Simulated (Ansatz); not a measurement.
Given this structure:

```yaml
crystal:
  lattice:
    - [4.93603, 0.00000, 0.00000]
    - [0.00000, 4.83830, 0.00000]
    - [0.00000, 0.00000, 3.21999]
  atoms:
    - { symbol: Hf, position: [0.00000, 0.00000, 0.00000] }
    - { symbol: Hf, position: [0.50000, 0.50000, 0.50000] }
    - { symbol: O, position: [0.19302, 0.80337, 0.50000] }
    - { symbol: O, position: [0.30698, 0.30337, 0.00000] }
    - { symbol: O, position: [0.69302, 0.69663, 0.00000] }
    - { symbol: O, position: [0.80698, 0.19663, 0.50000] }
```

Q: What does this file describe?

A: The solid is HfO₂. Strictly the space group is Pnnm (No. 58, within 0.01 Å). It is a distorted form of a primitive tetragonal structure, space group P4_2/mnm (No. 136) within 0.25 Å: rutile. The cell comprises 2 formula units: 2 Hf, 4 O.

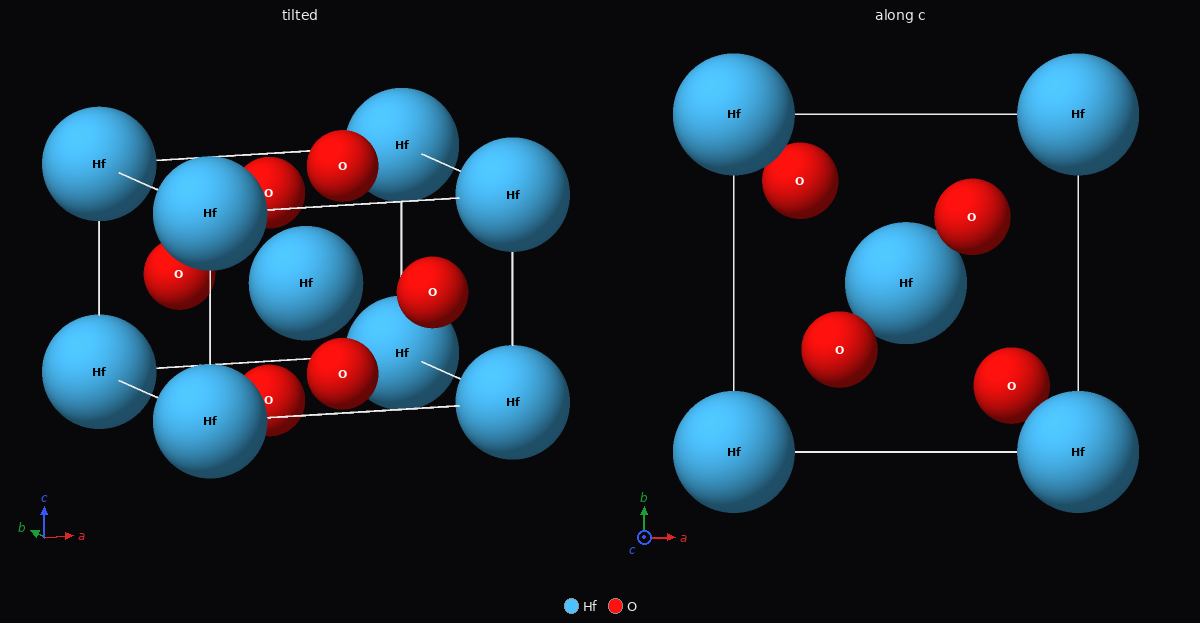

Spheres-only drawing of the structure, looking slightly off an axis and along the c axis. The edges of the unit cell are marked.

The model was built from a structure listed in the Materials Project. The cell was then strained or its atoms displaced on purpose. Ansatz was used for an electronic-structure calculation on it.
